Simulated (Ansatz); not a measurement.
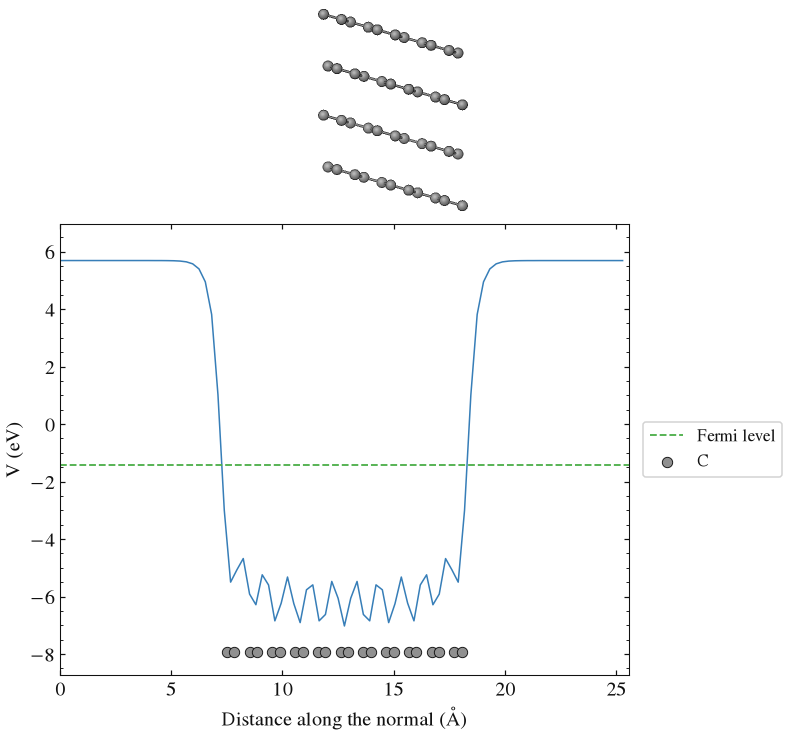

Plane-averaged electrostatic potential energy of an electron across the slab; circles at the bottom mark the heights of the atoms. The structure is drawn too.

Input of the run:

```
crystal:
  lattice:
    - [2.4588524194, 0.0, 0.0]
    - [-1.2294262097, 7.6836047988, 0.0]
    - [0.0, 0.0, 25.5712086701]
  atoms:
    - { symbol: C, position: [0.5255991072, 0.0511982145, 0.2932986116] }
    - { symbol: C, position: [0.2820039967, 0.5640079934, 0.3066433484] }
    - { symbol: C, position: [0.7948001419, 0.5896002838, 0.3333044156] }
    - { symbol: C, position: [0.5512050313, 0.1024100627, 0.3466491524] }
    - { symbol: C, position: [0.0640011765, 0.128002353, 0.3733102196] }
    - { symbol: C, position: [0.820406066, 0.640812132, 0.3866549564] }
    - { symbol: C, position: [0.3332022112, 0.6664044223, 0.4133160236] }
    - { symbol: C, position: [0.0896071006, 0.1792142013, 0.4266607604] }
    - { symbol: C, position: [0.6024032458, 0.2048064916, 0.4533218276] }
    - { symbol: C, position: [0.3588081353, 0.7176162705, 0.4666665644] }
    - { symbol: C, position: [0.8716042805, 0.7432085609, 0.4933276316] }
    - { symbol: C, position: [0.6280091699, 0.2560183398, 0.5066723684] }
    - { symbol: C, position: [0.1408053151, 0.2816106302, 0.5333334356] }
    - { symbol: C, position: [0.8972102046, 0.7944204091, 0.5466781724] }
    - { symbol: C, position: [0.4100063497, 0.8200126995, 0.5733392396] }
    - { symbol: C, position: [0.1664112392, 0.3328224784, 0.5866839764] }
    - { symbol: C, position: [0.6792073844, 0.3584147688, 0.6133450436] }
    - { symbol: C, position: [0.4356122738, 0.8712245477, 0.6266897804] }
    - { symbol: C, position: [0.948408419, 0.8968168381, 0.6533508476] }
    - { symbol: C, position: [0.7048133085, 0.409626617, 0.6666955844] }
    - { symbol: C, position: [0.2176094537, 0.4352189073, 0.6933566516] }
    - { symbol: C, position: [0.9740143431, 0.9480286863, 0.7067013884] }
basis:
  ecutwfc: 420
kpoints:
  mp_grid: { grid: [11, 4, 1] }
hamiltonian:
  xc: pbesol
scf:
  occupations: { method: gaussian, width: 0.05 }
output:
  forces: true
  stress: true
  eigenvalues: true
  write_density: true
  write_potential: true
  elf: true
  volumetric_format: npy
efield:
  axis: 3
  dipole_correction: true
  ramp_width: 0.04
```

Launched with:
```bash
ansatz run input.yaml --threads 2 --pin off --max-ram 5120MiB --backend cpu --events-out ev --progress --plain --runs-dir out
```

Question: What is the work function?

Answer: The work function is 7.11 eV, the same on both faces. The two vacuum levels agree, so the slab has no net dipole along its normal.

Question: How thick are slab and vacuum?

Answer: The outermost atoms are 10.6 Å apart, which leaves 15.0 Å of vacuum in a cell 25.6 Å high.

The atoms aren't at rest in this cell (largest force 2.6 eV/Å), so the relaxed material can differ.
